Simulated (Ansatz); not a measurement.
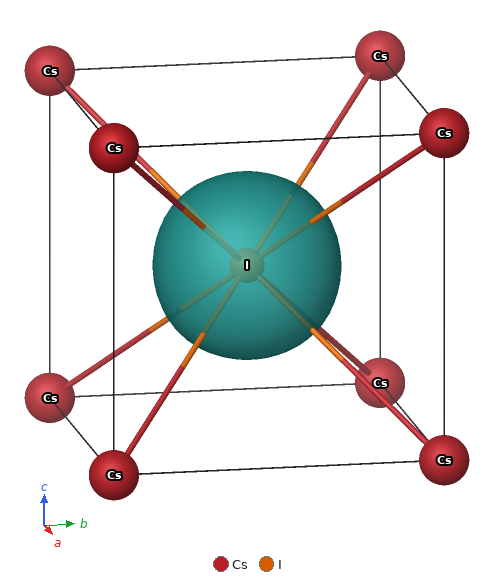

The picture shows: CsI. Density of the Kohn–Sham states from −0.6 to 0.0 eV about the valence-band maximum (the top of the valence band), scaled to one electron a cell: teal surface at 0.04 1/Å³, in the conventional cell seen slightly off an axis.

Space group Pm-3m. Spin-orbit coupling, left out here, splits and shifts the levels of such heavy elements, by tenths of an eV up to several eV.

Computed with Ansatz, DFT r2SCAN, scalar-relativistic, plane waves, PAW.

In a PAW calculation such maps are meaningful between the atoms, not at the nuclei.

```
Cs I
1.0
     4.56670    0.00000    0.00000
     0.00000    4.56670    0.00000
     0.00000    0.00000    4.56670
Cs I
1 1
Direct
  0.00000 0.00000 0.00000
  0.50000 0.50000 0.50000
```

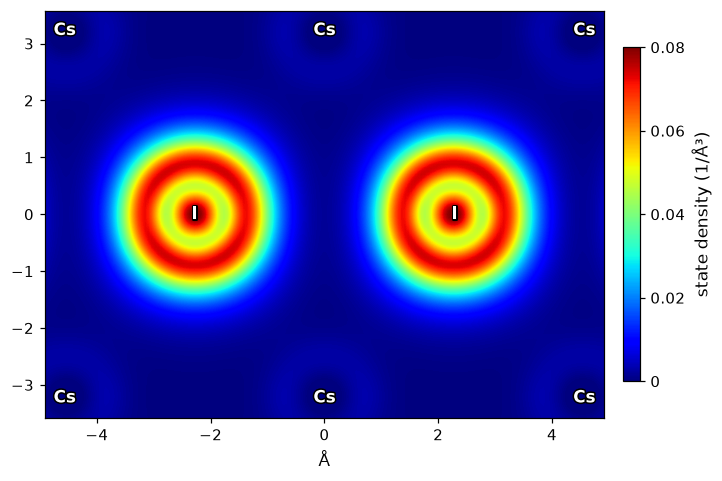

Also shown: a map on the (11̄0) plane of the conventional cell.

Q: What is the character of these states?

A: Löwdin projections on the PAW files' atomic orbitals give I 5p (over 95 %).
In space (atomic cells sized by Bader volumes) the density divides as I about 95 % and Cs little.
